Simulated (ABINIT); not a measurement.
**Optical-spectrum calculation of Eu (part 2 of 3)**

Eu (Im-3m, 1 atom in the cell); Kohn-Sham DFT of a periodic cell, PBE, PseudoDojo NC SR PBE v0.4 lanthanides 3+ (4f in core; v0.4.1 standard for the other elements), spin-polarised (ABINIT 10.8.3); cutoff 571.44 eV, 10×10×10 k-mesh, fermi-dirac of 0.136 eV, collinear spins. The structure derives from an entry of the Crystallography Open Database.

Geometry of the input (Å; fractional positions):
```
-2.3030  2.3030  2.3030
2.3030  -2.3030  2.3030
2.3030  2.3030  -2.3030
Eu 0.0000  0.0000  0.0000
```

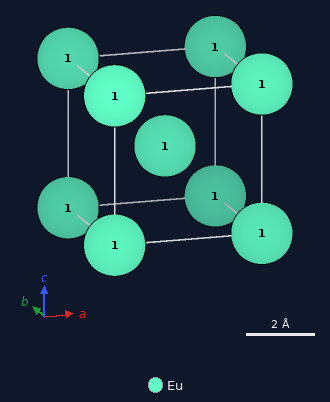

Figure 1. The structure (spheres-only view of the cell 2 times as large as that of the calculation, set on its symmetry axes, seen slightly off an axis; atoms are numbered from 1 in the order of the input).

What the program printed, continued:
```
                       1.000000  1.000000  1.000000  1.000000  1.000000  1.000000
                       0.000000  0.000000  0.000000  0.000000  0.000000  0.000000
                       0.000000  0.000000  0.000000  0.000000  0.000000  0.000000
                       1.000000  1.000000  1.000000  1.000000  1.000000  1.000000
                       0.000000  0.000000  0.000000  0.000000  0.000000  0.000000
                       0.000000  0.000000  0.000000  0.000000  0.000000  0.000000
                       1.000000  1.000000  1.000000  1.000000  1.000000  1.000000
                       0.000000  0.000000  0.000000  0.000000  0.000000  0.000000
                       0.000000  0.000000  0.000000  0.000000  0.000000  0.000000
                       1.000000  1.000000  1.000000  1.000000  1.000000  1.000000
                       0.000000  0.000000  0.000000  0.000000  0.000000  0.000000
                       0.000000  0.000000  0.000000  0.000000  0.000000  0.000000
                       1.000000  1.000000  1.000000  1.000000  1.000000  1.000000
                       0.000000  0.000000  0.000000  0.000000  0.000000  0.000000
                       0.000000  0.000000  0.000000  0.000000  0.000000  0.000000
                       1.000000  1.000000  1.000000  1.000000  1.000000  1.000000
                       0.000000  0.000000  0.000000  0.000000  0.000000  0.000000
                       0.000000  0.000000  0.000000  0.000000  0.000000  0.000000
                       1.000000  1.000000  1.000000  1.000000  1.000000  1.000000
                       0.000000  0.000000  0.000000  0.000000  0.000000  0.000000
                       0.000000  0.000000  0.000000  0.000000  0.000000  0.000000
                       1.000000  1.000000  1.000000  1.000000  1.000000  0.000000
                       0.000000  0.000000  0.000000  0.000000  0.000000  0.000000
                       0.000000  0.000000  0.000000  0.000000  0.000000  0.000000
                       1.000000  1.000000  1.000000  1.000000  1.000000  0.000000
                       0.000000  0.000000  0.000000  0.000000  0.000000  0.000000
                       0.000000  0.000000  0.000000  0.000000  0.000000  0.000000
                       1.000000  1.000000  1.000000  1.000000  1.000000  0.000000
                       0.000000  0.000000  0.000000  0.000000  0.000000  0.000000
                       0.000000  0.000000  0.000000  0.000000  0.000000  0.000000
                       1.000000  1.000000  1.000000  1.000000  1.000000  0.000000
                       0.000000  0.000000  0.000000  0.000000  0.000000  0.000000
                       0.000000  0.000000  0.000000  0.000000  0.000000  0.000000
                       1.000000  1.000000  1.000000  1.000000  1.000000  0.000000
                       0.000000  0.000000  0.000000  0.000000  0.000000  0.000000
                       0.000000  0.000000  0.000000  0.000000  0.000000  0.000000
                       1.000000  1.000000  1.000000  1.000000  1.000000  0.000000
                       0.000000  0.000000  0.000000  0.000000  0.000000  0.000000
                       0.000000  0.000000  0.000000  0.000000  0.000000  0.000000
                       1.000000  1.000000  1.000000  1.000000  1.000000  0.000000
                       0.000000  0.000000  0.000000  0.000000  0.000000  0.000000
                       0.000000  0.000000  0.000000  0.000000  0.000000  0.000000
                       1.000000  1.000000  1.000000  1.000000  1.000000  0.000000
                       0.000000  0.000000  0.000000  0.000000  0.000000  0.000000
                       0.000000  0.000000  0.000000  0.000000  0.000000  0.000000
                       1.000000  1.000000  1.000000  1.000000  1.000000  0.000000
                       0.000000  0.000000  0.000000  0.000000  0.000000  0.000000
                       0.000000  0.000000  0.000000  0.000000  0.000000  0.000000
                       1.000000  1.000000  1.000000  1.000000  1.000000  0.000000
                       0.000000  0.000000  0.000000  0.000000  0.000000  0.000000
                       0.000000  0.000000  0.000000  0.000000  0.000000  0.000000
                       1.000000  1.000000  1.000000  1.000000  1.000000  0.000000
                       0.000000  0.000000  0.000000  0.000000  0.000000  0.000000
                       0.000000  0.000000  0.000000  0.000000  0.000000  0.000000
                       1.000000  1.000000  1.000000  1.000000  1.000000  0.000000
                       0.000000  0.000000  0.000000  0.000000  0.000000  0.000000
                       0.000000  0.000000  0.000000  0.000000  0.000000  0.000000
                       1.000000  1.000000  1.000000  1.000000  1.000000  0.000000
                       0.000000  0.000000  0.000000  0.000000  0.000000  0.000000
                       0.000000  0.000000  0.000000  0.000000  0.000000  0.000000
                       1.000000  1.000000  1.000000  1.000000  1.000000  0.000000
                       0.000000  0.000000  0.000000  0.000000  0.000000  0.000000
                       0.000000  0.000000  0.000000  0.000000  0.000000  0.000000
                       1.000000  1.000000  1.000000  1.000000  1.000000  0.000000
                       0.000000  0.000000  0.000000  0.000000  0.000000  0.000000
                       0.000000  0.000000  0.000000  0.000000  0.000000  0.000000
                       1.000000  1.000000  1.000000  1.000000  1.000000  0.000000
                       0.000000  0.000000  0.000000  0.000000  0.000000  0.000000
                       0.000000  0.000000  0.000000  0.000000  0.000000  0.000000
                       1.000000  1.000000  1.000000  1.000000  1.000000  0.000000
                       0.000000  0.000000  0.000000  0.000000  0.000000  0.000000
                       0.000000  0.000000  0.000000  0.000000  0.000000  0.000000
                       1.000000  1.000000  1.000000  1.000000  1.000000  0.000000
                       0.000000  0.000000  0.000000  0.000000  0.000000  0.000000
                       0.000000  0.000000  0.000000  0.000000  0.000000  0.000000
                       1.000000  1.000000  1.000000  1.000000  1.000000  0.000000
                       0.000000  0.000000  0.000000  0.000000  0.000000  0.000000
                       0.000000  0.000000  0.000000  0.000000  0.000000  0.000000
                       1.000000  1.000000  1.000000  1.000000  1.000000  0.000000
                       0.000000  0.000000  0.000000  0.000000  0.000000  0.000000
                       0.000000  0.000000  0.000000  0.000000  0.000000  0.000000
                       1.000000  1.000000  1.000000  1.000000  1.000000  0.000000
                       0.000000  0.000000  0.000000  0.000000  0.000000  0.000000
                       0.000000  0.000000  0.000000  0.000000  0.000000  0.000000
                       1.000000  1.000000  1.000000  1.000000  1.000000  0.000000
                       0.000000  0.000000  0.000000  0.000000  0.000000  0.000000
                       0.000000  0.000000  0.000000  0.000000  0.000000  0.000000
                       1.000000  1.000000  1.000000  1.000000  1.000000  0.000000
                       0.000000  0.000000  0.000000  0.000000  0.000000  0.000000
                       0.000000  0.000000  0.000000  0.000000  0.000000  0.000000
                       1.000000  1.000000  1.000000  1.000000  1.000000  0.000000
                       0.000000  0.000000  0.000000  0.000000  0.000000  0.000000
                       0.000000  0.000000  0.000000  0.000000  0.000000  0.000000
                       1.000000  1.000000  1.000000  1.000000  1.000000  0.000000
                       0.000000  0.000000  0.000000  0.000000  0.000000  0.000000
                       0.000000  0.000000  0.000000  0.000000  0.000000  0.000000
                       1.000000  1.000000  1.000000  1.000000  1.000000  0.000000
                       0.000000  0.000000  0.000000  0.000000  0.000000  0.000000
                       0.000000  0.000000  0.000000  0.000000  0.000000  0.000000
                       1.000000  1.000000  1.000000  1.000000  1.000000  0.000000
                       0.000000  0.000000  0.000000  0.000000  0.000000  0.000000
                       0.000000  0.000000  0.000000  0.000000  0.000000  0.000000
                       1.000000  1.000000  1.000000  1.000000  1.000000  0.000000
                       0.000000  0.000000  0.000000  0.000000  0.000000  0.000000
                       0.000000  0.000000  0.000000  0.000000  0.000000  0.000000
                       1.000000  1.000000  1.000000  1.000000  1.000000  0.000000
                       0.000000  0.000000  0.000000  0.000000  0.000000  0.000000
                       0.000000  0.000000  0.000000  0.000000  0.000000  0.000000
                       1.000000  1.000000  1.000000  1.000000  1.000000  0.000000
                       0.000000  0.000000  0.000000  0.000000  0.000000  0.000000
                       0.000000  0.000000  0.000000  0.000000  0.000000  0.000000
                       prtocc : prtvol=0, do not print more k-points.
                       prtocc : prtvol=0, do not print more k-points.
                       1.000000  1.000000  1.000000  1.000000  1.000000  1.000000
                       0.000000  0.000000  0.000000  0.000000  0.000000  0.000000
                       0.000000  0.000000
                       1.000000  1.000000  1.000000  1.000000  1.000000  1.000000
                       0.000000  0.000000  0.000000  0.000000  0.000000  0.000000
                       0.000000  0.000000
                       1.000000  1.000000  1.000000  1.000000  1.000000  1.000000
                       0.000000  0.000000  0.000000  0.000000  0.000000  0.000000
                       0.000000  0.000000
                       1.000000  1.000000  1.000000  1.000000  1.000000  1.000000
                       0.000000  0.000000  0.000000  0.000000  0.000000  0.000000
                       0.000000  0.000000
                       1.000000  1.000000  1.000000  1.000000  1.000000  1.000000
                       0.000000  0.000000  0.000000  0.000000  0.000000  0.000000
                       0.000000  0.000000
                       1.000000  1.000000  1.000000  1.000000  1.000000  1.000000
                       0.000000  0.000000  0.000000  0.000000  0.000000  0.000000
                       0.000000  0.000000
                       1.000000  1.000000  1.000000  1.000000  1.000000  1.000000
                       0.000000  0.000000  0.000000  0.000000  0.000000  0.000000
                       0.000000  0.000000
                       1.000000  1.000000  1.000000  1.000000  1.000000  1.000000
                       0.000000  0.000000  0.000000  0.000000  0.000000  0.000000
                       0.000000  0.000000
                       1.000000  1.000000  1.000000  1.000000  1.000000  1.000000
                       0.000000  0.000000  0.000000  0.000000  0.000000  0.000000
                       0.000000  0.000000
                       1.000000  1.000000  1.000000  1.000000  1.000000  1.000000
                       0.000000  0.000000  0.000000  0.000000  0.000000  0.000000
                       0.000000  0.000000
                       1.000000  1.000000  1.000000  1.000000  1.000000  1.000000
                       0.000000  0.000000  0.000000  0.000000  0.000000  0.000000
                       0.000000  0.000000
                       1.000000  1.000000  1.000000  1.000000  1.000000  1.000000
                       0.000000  0.000000  0.000000  0.000000  0.000000  0.000000
                       0.000000  0.000000
                       1.000000  1.000000  1.000000  1.000000  1.000000  1.000000
                       0.000000  0.000000  0.000000  0.000000  0.000000  0.000000
                       0.000000  0.000000
                       1.000000  1.000000  1.000000  1.000000  1.000000  1.000000
                       0.000000  0.000000  0.000000  0.000000  0.000000  0.000000
                       0.000000  0.000000
                       1.000000  1.000000  1.000000  1.000000  1.000000  1.000000
                       0.000000  0.000000  0.000000  0.000000  0.000000  0.000000
                       0.000000  0.000000
                       1.000000  1.000000  1.000000  1.000000  1.000000  1.000000
                       0.000000  0.000000  0.000000  0.000000  0.000000  0.000000
                       0.000000  0.000000
                       1.000000  1.000000  1.000000  1.000000  1.000000  1.000000
                       0.000000  0.000000  0.000000  0.000000  0.000000  0.000000
                       0.000000  0.000000
                       1.000000  1.000000  1.000000  1.000000  1.000000  1.000000
                       0.000000  0.000000  0.000000  0.000000  0.000000  0.000000
                       0.000000  0.000000
                       1.000000  1.000000  1.000000  1.000000  1.000000  1.000000
                       0.000000  0.000000  0.000000  0.000000  0.000000  0.000000
                       0.000000  0.000000
                       1.000000  1.000000  1.000000  1.000000  1.000000  1.000000
                       0.000000  0.000000  0.000000  0.000000  0.000000  0.000000
                       0.000000  0.000000
                       1.000000  1.000000  1.000000  1.000000  1.000000  0.000000
                       0.000000  0.000000  0.000000  0.000000  0.000000  0.000000
                       0.000000  0.000000
                       1.000000  1.000000  1.000000  1.000000  1.000000  0.000000
                       0.000000  0.000000  0.000000  0.000000  0.000000  0.000000
                       0.000000  0.000000
                       1.000000  1.000000  1.000000  1.000000  1.000000  0.000000
                       0.000000  0.000000  0.000000  0.000000  0.000000  0.000000
                       0.000000  0.000000
                       1.000000  1.000000  1.000000  1.000000  1.000000  0.000000
                       0.000000  0.000000  0.000000  0.000000  0.000000  0.000000
                       0.000000  0.000000
                       1.000000  1.000000  1.000000  1.000000  1.000000  0.000000
                       0.000000  0.000000  0.000000  0.000000  0.000000  0.000000
                       0.000000  0.000000
                       1.000000  1.000000  1.000000  1.000000  1.000000  0.000000
                       0.000000  0.000000  0.000000  0.000000  0.000000  0.000000
                       0.000000  0.000000
                       1.000000  1.000000  1.000000  1.000000  1.000000  0.000000
                       0.000000  0.000000  0.000000  0.000000  0.000000  0.000000
                       0.000000  0.000000
                       1.000000  1.000000  1.000000  1.000000  1.000000  0.000000
                       0.000000  0.000000  0.000000  0.000000  0.000000  0.000000
                       0.000000  0.000000
                       1.000000  1.000000  1.000000  1.000000  1.000000  0.000000
                       0.000000  0.000000  0.000000  0.000000  0.000000  0.000000
                       0.000000  0.000000
                       1.000000  1.000000  1.000000  1.000000  1.000000  0.000000
                       0.000000  0.000000  0.000000  0.000000  0.000000  0.000000
                       0.000000  0.000000
                       1.000000  1.000000  1.000000  1.000000  1.000000  0.000000
                       0.000000  0.000000  0.000000  0.000000  0.000000  0.000000
                       0.000000  0.000000
                       1.000000  1.000000  1.000000  1.000000  1.000000  0.000000
                       0.000000  0.000000  0.000000  0.000000  0.000000  0.000000
                       0.000000  0.000000
                       1.000000  1.000000  1.000000  1.000000  1.000000  0.000000
                       0.000000  0.000000  0.000000  0.000000  0.000000  0.000000
                       0.000000  0.000000
                       1.000000  1.000000  1.000000  1.000000  1.000000  0.000000
                       0.000000  0.000000  0.000000  0.000000  0.000000  0.000000
                       0.000000  0.000000
                       1.000000  1.000000  1.000000  1.000000  1.000000  0.000000
                       0.000000  0.000000  0.000000  0.000000  0.000000  0.000000
                       0.000000  0.000000
                       1.000000  1.000000  1.000000  1.000000  1.000000  0.000000
                       0.000000  0.000000  0.000000  0.000000  0.000000  0.000000
                       0.000000  0.000000
                       1.000000  1.000000  1.000000  1.000000  1.000000  0.000000
                       0.000000  0.000000  0.000000  0.000000  0.000000  0.000000
                       0.000000  0.000000
                       1.000000  1.000000  1.000000  1.000000  1.000000  0.000000
                       0.000000  0.000000  0.000000  0.000000  0.000000  0.000000
                       0.000000  0.000000
                       1.000000  1.000000  1.000000  1.000000  1.000000  0.000000
                       0.000000  0.000000  0.000000  0.000000  0.000000  0.000000
                       0.000000  0.000000
                       1.000000  1.000000  1.000000  1.000000  1.000000  0.000000
                       0.000000  0.000000  0.000000  0.000000  0.000000  0.000000
                       0.000000  0.000000
                       1.000000  1.000000  1.000000  1.000000  1.000000  0.000000
                       0.000000  0.000000  0.000000  0.000000  0.000000  0.000000
                       0.000000  0.000000
                       1.000000  1.000000  1.000000  1.000000  1.000000  0.000000
                       0.000000  0.000000  0.000000  0.000000  0.000000  0.000000
                       0.000000  0.000000
                       1.000000  1.000000  1.000000  1.000000  1.000000  0.000000
                       0.000000  0.000000  0.000000  0.000000  0.000000  0.000000
                       0.000000  0.000000
                       1.000000  1.000000  1.000000  1.000000  1.000000  0.000000
                       0.000000  0.000000  0.000000  0.000000  0.000000  0.000000
                       0.000000  0.000000
                       1.000000  1.000000  1.000000  1.000000  1.000000  0.000000
                       0.000000  0.000000  0.000000  0.000000  0.000000  0.000000
                       0.000000  0.000000
                       1.000000  1.000000  1.000000  1.000000  1.000000  0.000000
                       0.000000  0.000000  0.000000  0.000000  0.000000  0.000000
                       0.000000  0.000000
                       1.000000  1.000000  1.000000  1.000000  1.000000  0.000000
                       0.000000  0.000000  0.000000  0.000000  0.000000  0.000000
                       0.000000  0.000000
                       1.000000  1.000000  1.000000  1.000000  1.000000  0.000000
                       0.000000  0.000000  0.000000  0.000000  0.000000  0.000000
                       0.000000  0.000000
                       1.000000  1.000000  1.000000  1.000000  1.000000  0.000000
                       0.000000  0.000000  0.000000  0.000000  0.000000  0.000000
                       0.000000  0.000000
                       1.000000  1.000000  1.000000  1.000000  1.000000  0.000000
                       0.000000  0.000000  0.000000  0.000000  0.000000  0.000000
                       0.000000  0.000000
                       prtocc : prtvol=0, do not print more k-points.
           occopt           3
        optdriver1          0
        optdriver2          0
        optdriver3          8
           prtden1          1
           prtden2          0
           prtden3          1
        prtebands           0
           prteig           0
           prtevk1          0
           prtevk2          0
           prtevk3          1
            prtwf1          0
            prtwf2          1
            prtwf3          1
            rprim     -4.3520392650E+00  4.3520392650E+00  4.3520392650E+00
                       4.3520392650E+00 -4.3520392650E+00  4.3520392650E+00
                       4.3520392650E+00  4.3520392650E+00 -4.3520392650E+00
```
